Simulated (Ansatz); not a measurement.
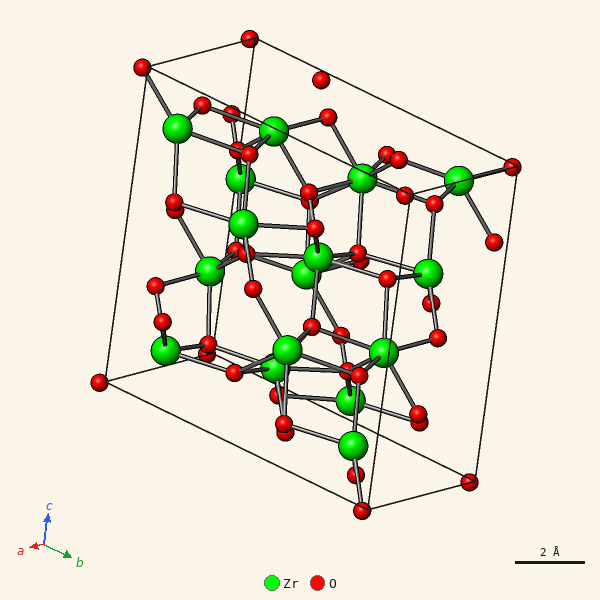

The figure gives a ball-and-stick picture of the atoms, viewed slightly off an axis. The frame is the supercell; atoms at its boundary are shown with their periodic copies. The host is ZrO2, in a cell of 48 sites, and the cell is neutral.

Identify the point defect.

An oxygen vacancy. Around the empty site lie four Zr and two O at about 2.2 to 2.5 Å.

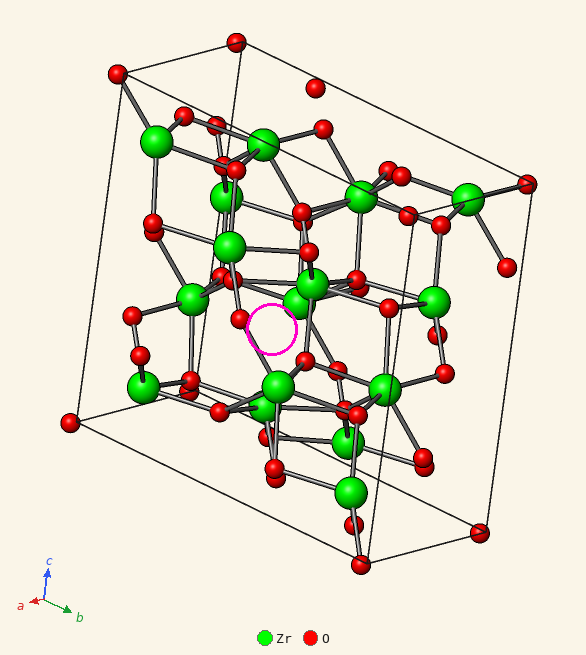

The same cell with a ring at the defect's site.

The atoms were relaxed in the host's cell with DFT PBEsol, scalar-relativistic, plane waves, PAW in Ansatz.
